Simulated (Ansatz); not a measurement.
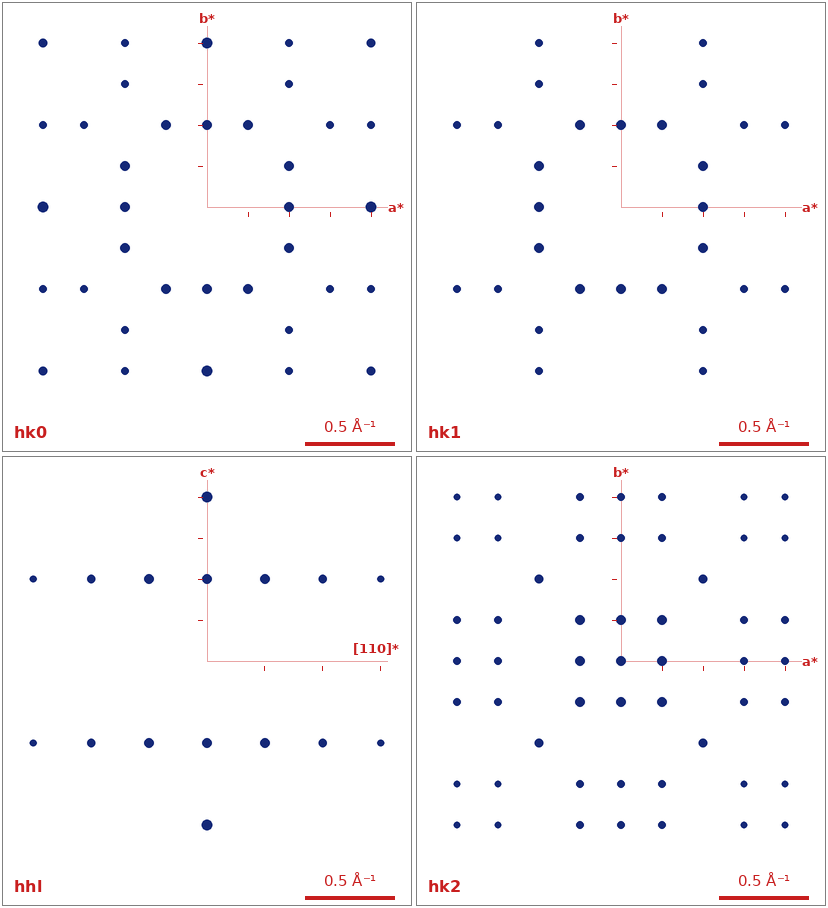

Simulated precession-type sections (X-rays; kinematic intensities, B = 0.5 Å²). The ticks mark integer indices of the conventional cell.

The compound is Mn. Structure: coordinates from a relaxation with DFT, LDA (PW92), plane waves (420 eV) with PAW, scalar-relativistic in Ansatz 0.2.0; the starting structure was generated, so it need not be a known form of this composition.

Question: Read the reciprocal cell and give the direct cell.

Answer: a* = 0.231, b* = 0.231, c* = 0.231 Å⁻¹; the cell is cubic with a = 4.33 Å.

Question: List the systematic absences.

Answer: Reflections are present only under these conditions. hkl: no condition; hk0: no condition; hhl: l = 2n; h00: h = 2n. The lattice is primitive (P). Further gaps, such as 0 4 1, 4 0 1, 1 4 0, come from atoms on special positions, not from the group's general conditions. A few very weak reflections are below the display threshold.

Question: Which space groups fit?

Answer: The intensities have Laue symmetry m-3m (the hk0 layer shows 4mm, hk1 shows 4mm). With these conditions the candidates are P-43n (No. 218), Pm-3n (No. 223). Diffraction geometry alone does not choose among them; the structure has Pm-3n.
